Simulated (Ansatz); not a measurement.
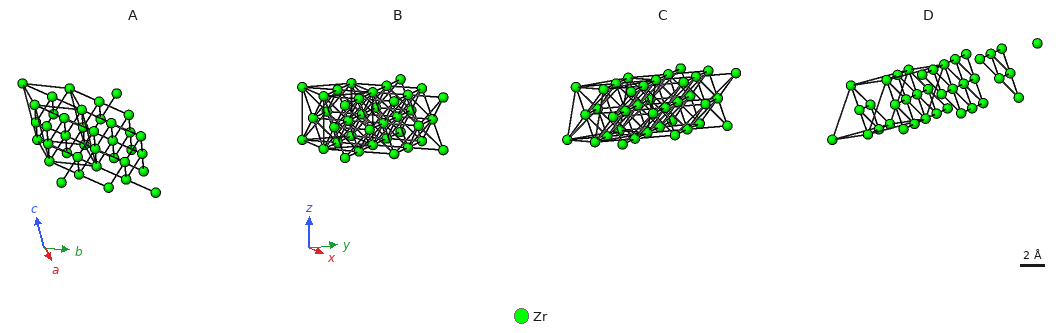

A scan of solid Zr (Fm-3m) along one coordinate. x, y and z are the Cartesian axes of the input. The picture is a ball-and-stick view of the conventional cell (4 times the calculation's cell), repeated 2 × 2 × 1 with one cell outlined, seen slightly off an axis. Lengths and directions refer to the drawn axes.

Level of theory: Ansatz 0.2.0, DFT PBEsol, scalar-relativistic, plane waves, PAW. Settings: plane-wave cutoff 420 eV; k-point mesh 20 × 20 × 20; occupations gaussian; smearing width 0.15 eV; no spin polarisation. Energies (free energies at the smearing named) are counted from the cell as listed in its source, which wasn't relaxed.

Which coordinate changes from frame to frame?

The ratio of the cell's length along [111] to its lengths across, counted as 1 for the reference, is changed at fixed volume (a trigonal path), with the atoms kept at their fractional coordinates. In the frames the relative ratio is 0.50 (A), 1.00 (B), 1.41 (C), 2.00 (D). Their energies are 840 meV/atom, 0 meV/atom, 319 meV/atom, 1928 meV/atom.
